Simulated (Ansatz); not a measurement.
**Run report: ZrO, single-point calculation**

System: ZrO (P4/nmm, 4 atoms in the cell).
Method: DFT PBE, scalar-relativistic, plane waves, PAW, no spin polarisation (Ansatz 0.2.0).

The structure was made by swapping elements on the sites of another compound; it need not be a known phase. It belongs to a series of runs on one base structure; here: Sn -> Zr on all its sites, cell and atoms relaxed. Figures and captions count atoms from 1; the log counts them from 0 in places.

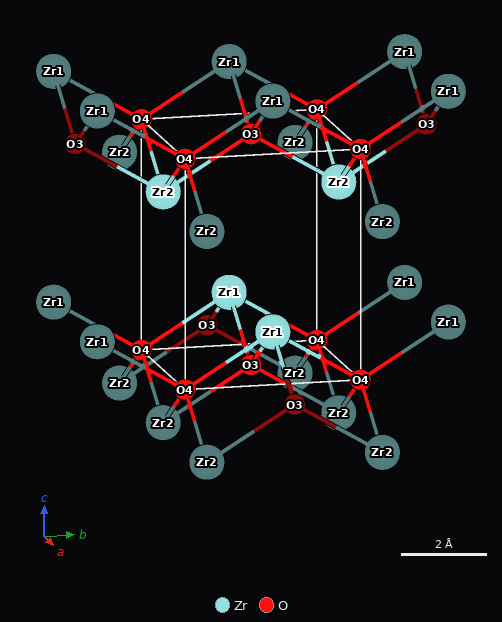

The structure (ball-and-stick view of the cell of the calculation, seen slightly off an axis; neighbours outside the cell are drawn fainter; atoms are numbered from 1 in the order of the input). Near neighbours in the crystal (not all of them lie inside the picture): Zr has 4 O at 2.51 Å; O has 4 Zr at 2.51 Å.

**The input**
```yaml
crystal:
  lattice:
    - [4.2993046542, 0.0, 0.0]
    - [0.0, 4.2993046542, 0.0]
    - [0.0, 0.0, 5.6307730447]
  atoms:
    - { symbol: Zr, position: [0.0, 0.5, 0.228775682] }
    - { symbol: Zr, position: [0.5, 0.0, 0.771224318] }
    - { symbol: O, position: [0.5, 0.5, 0.0] }
    - { symbol: O, position: [0.0, 0.0, 0.0] }
basis:
  ecutwfc: 420
kpoints:
  mp_grid: { grid: [4, 4, 4] }
hamiltonian:
  xc: pbe
scf:
  occupations: { method: gaussian, width: 0.1 }
output:
  forces: true
  stress: true
  eigenvalues: true
```

Hardware: 1 thread of Intel Xeon (Sapphire Rapids), 64 GiB of memory available, shared host.

Launched with:
```bash
ansatz run input.yaml --threads 1 --pin off --max-ram 2560MiB --backend cpu --events-out ev --progress --plain --runs-dir out
```

**The program's output**
```
Engine: ansatz 0.2.0, x86_64-unknown-linux-gnu
Pseudopotentials: kind: paw
Pseudopotential: Zr, paw, valence charge 12, recommended cutoff 420 eV (normal), Zr.paw.azcp
Pseudopotential: O, paw, valence charge 6, recommended cutoff 420 eV (normal), O.paw.azcp
Functional definition: PBE
  parameter kappa = 0.804
  parameter beta = 0.06672455060314922
  exchange = pbe_x(kappa = kappa, mu = beta*pi^2/3)
  correlation = pbe_c(beta = beta)
Crystal: 4 atoms, lattice volume = 104.079 Å³
Basis set: ecut = 420 eV, 2035 PW (Γ), exchange–correlation on 60×60×80 points (8 copies of the dense FFT grid, shifted against one another)
Bands: 22, of which v1, the nominal top of the filled ones, is band 18 counted from 1 (17 counted from 0)
Symmetry: 16 space group operations
Space group: P4/nmm (ITA 129), of the structure as read, at distance tolerance 4.7e-5 Å
k-points: 18 of 64
Non-local potential: Zr, projectors of the file, l = 0: 3, l = 1: 2, l = 2: 2, l = 3: 2
Non-local potential: O, projectors of the file, l = 0: 2, l = 1: 2, l = 2: 1
PAW form: soft (Blöchl's): semilocal exchange-correlation on the pseudo side does not see the compensation charge
PAW one-centre angular grid: Zr, 590 points (default); XC on 64 Gauss nodes
PAW one-centre angular grid: O, 110 points (default); XC on 64 Gauss nodes
Initial density: superposition of atomic densities (neutral atoms: chi_scale 0, normalization atom), corrected by the library's trained network
Initial wavefunctions: pseudopotential atomic-orbital guess
Functional: x = pbe(κ = 0.804, μ = 0.2195149727645171), c = pbe(β = 0.06672455060314922)
SCF iter   1: F=—  HF=-9502.087061 eV  |F-HF|=—  |Δ(HF+E_count)|=         —  Δρ=8.30e-3  dr2=1.18e-1  ethr=1.77e-3  ⟨swp⟩=4.1  Hψ=1521  notcnv=0
preconditioner: auto → Kerker (q_TF=auto, 2.286 Å⁻¹)  [metal: Δε(μ)=0.094 eV  Ē_g=4.140 eV  σ=0.100 eV  W_gap=0.44  n_scr=20 (ndim 8)  ℏωp=14.6 eV  f_vac=0.005  D(μ)=3.62/eV (n_scr^D=28)]
SCF iter   2: F=—  HF=-9502.066504 eV  |F-HF|=—  |Δ(HF+E_count)|=   2.06e-2  Δρ=3.99e-3  dr2=2.60e-2  ethr=3.29e-4  ⟨swp⟩=1.4  Hψ=568  notcnv=0
SCF iter   3: F=—  HF=-9502.061956 eV  |F-HF|=—  |Δ(HF+E_count)|=   4.55e-3  Δρ=1.79e-3  dr2=5.21e-3  ethr=7.21e-5  ⟨swp⟩=2.8  Hψ=699  notcnv=0
SCF iter   4: F=—  HF=-9502.061778 eV  |F-HF|=—  |Δ(HF+E_count)|=   1.78e-4  Δρ=5.69e-4  dr2=5.43e-4  ethr=1.45e-5  ⟨swp⟩=2.0  Hψ=518  notcnv=0
SCF iter   5: F=—  HF=-9502.062001 eV  |F-HF|=—  |Δ(HF+E_count)|=   2.24e-4  Δρ=1.68e-4  dr2=4.88e-5  ethr=1.51e-6  ⟨swp⟩=2.3  Hψ=593  notcnv=0
SCF iter   6: F=—  HF=-9502.061903 eV  |F-HF|=—  |Δ(HF+E_count)|=   9.79e-5  Δρ=4.77e-5  dr2=4.78e-6  ethr=1.36e-7  ⟨swp⟩=2.1  Hψ=563  notcnv=0
SCF iter   7: F=—  HF=-9502.061905 eV  |F-HF|=—  |Δ(HF+E_count)|=   2.06e-6  Δρ=1.51e-5  dr2=6.24e-7  ethr=1.33e-8  ⟨swp⟩=2.0  Hψ=601  notcnv=0
SCF iter   8: F=-9502.061905 eV  HF=-9502.061905 eV  |F-HF|=2.55e-8  |Δ(HF+E_count)|=   2.34e-8  Δρ=5.06e-6  dr2=6.51e-8  ethr=2.78e-10  ⟨swp⟩=4.5  Hψ=1469  notcnv=0
SCF 1 converged in 8 iterations: F = -9502.061905 eV  dr2 = 6.51e-8
  greatest PAW one-centre occupation: 0.995 electrons in one spin orbital (limit 2), on the Zr atom at site 1 (counted from 0), in its partial waves of l = 0
```

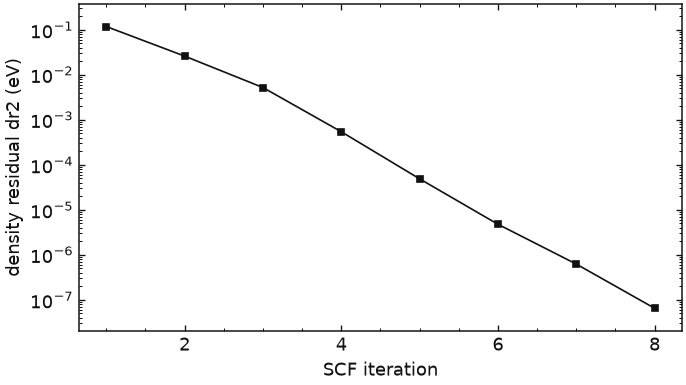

Convergence of the self-consistent field: density residual dr2 against the SCF iteration. The residual falls at every step.

```
SCF converged after 8 iterations
Free energy (F): -9502.061905 eV
Harris-Foulkes:  -9502.061905 eV  (|F-HF|=2.55e-8)
Internal energy: -9502.042448 eV  (E = F + TS)
E sigma→0 (E₀):  -9502.052177 eV
Entropy (-TS):   -0.019457 eV (-4.864 meV/atom)
Fermi energy:    6.430689 eV
--- Per-component energies (eV) ---
  E_band       = -448.185595
  E_kinetic    = 980.466463
  E_local      = -2898.212678  (includes V_loc(G=0)·N_el)
  E_nonlocal   = 252.669583
  E_hartree    = 998.964254
  E_xc         = -458.836657
  E_vxc        = -553.746482  (∫ρ·V_xc dr)
  E_paw        = -6220.233088  (= ΣΔE_a)
  E_vpaw       = -227.291340  (= ΣTr[D̂ρ^β])
  E_aug_tail   = 0.004729  (compensation charges beyond the density's cutoff)
  E_ewald      = -2156.865055
  E_smearing   = -0.019457  (= −TS)
  E_closure    = 0.000000  (closes the sum)
  Σ components = -9502.061905   (vs F -9502.061905, Δ=0.00e0)
--- Forces (eV/Å), atoms counted from 1 ---
  atom   1  Zr     0.00000000     0.00000000    -3.16759742
  atom   2  Zr     0.00000000     0.00000000     3.16759742
  atom   3  O      0.00000000     0.00000000    -0.00000000
  atom   4  O      0.00000000     0.00000000     0.00000000
  max |Σ_I F_I| component: 1.73e-18 eV/Å
--- Stress (GPa, compression-positive) ---
      -28.777557       0.000000       0.000000
        0.000000     -28.777557       0.000000
        0.000000       0.000000     -22.584501
  P = ⅓ Tr σ = -26.7132 GPa (-267.132 kbar)
--- Band table (eV; the first three rows and the last of 18) ---
  k-point 0: bands = ["-44.7704", "-44.7641", "-22.6741", "-22.6741", "-22.6434", "-22.6434", "-22.5658", "-22.4899", "-11.9419", "-11.5115", "1.3928", "1.3928", "1.5463", "2.0792", "3.1826", "3.1826", "4.2694", "6.7193", "6.7684", "7.0574", "7.2734", "7.4991"]
  k-point 1: bands = ["-44.7699", "-44.7646", "-22.6714", "-22.6714", "-22.6461", "-22.6461", "-22.5595", "-22.4967", "-11.9392", "-11.5111", "1.3929", "1.3929", "1.4197", "2.0345", "3.1610", "3.1610", "4.7477", "6.7967", "6.8540", "7.0127", "7.4025", "7.5312"]
  k-point 2: bands = ["-44.7692", "-44.7653", "-22.6679", "-22.6679", "-22.6495", "-22.6495", "-22.5515", "-22.5053", "-11.9365", "-11.5107", "1.3112", "1.3931", "1.3931", "1.9914", "3.1396", "3.1396", "5.4389", "6.5492", "6.9111", "7.2692", "7.3323", "7.5717"]
  k-point 17: bands = ["-44.7656", "-44.7656", "-22.7159", "-22.7159", "-22.6649", "-22.6649", "-22.5163", "-22.5163", "-11.6242", "-11.6242", "1.1444", "1.1444", "2.6793", "2.6793", "3.1229", "3.1229", "5.9154", "5.9154", "6.3167", "6.3167", "7.2270", "7.2270"]
```

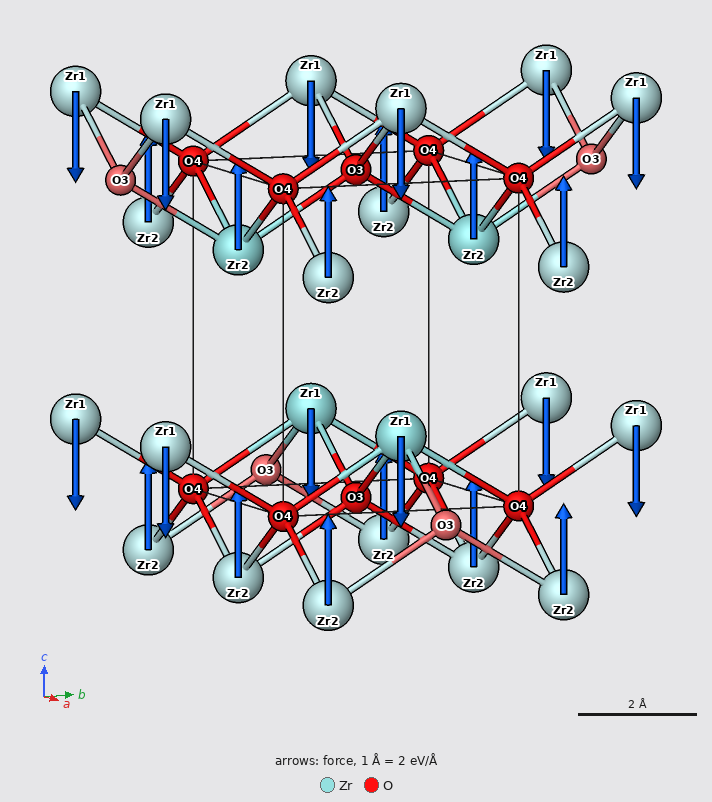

Forces on the atoms as blue arrows (ball-and-stick view of the cell of the calculation, seen slightly off an axis; neighbours outside the cell are drawn fainter; atoms are numbered from 1 in the order of the input). The largest act on Zr1, Zr2 (3.17 eV/Å). The geometry is not a stationary point of this energy.

**Key numbers**

```tsv
quantity	value
outcome	converged
space group (tolerance 0.01 Å)	P4/nmm (129)
electrons treated	36
free energy	−9502.0619 eV
Fermi energy	6.431 eV
gap on the k-point mesh	none (metallic)
pressure	−26.71 GPa
largest force (length of the vector)	3.168 eV/Å
wall time	1.5 s
peak memory	0.41 GiB
```

**Notes**

The cell is under a tension of 27 GPa at this level, so it is not at its equilibrium volume.
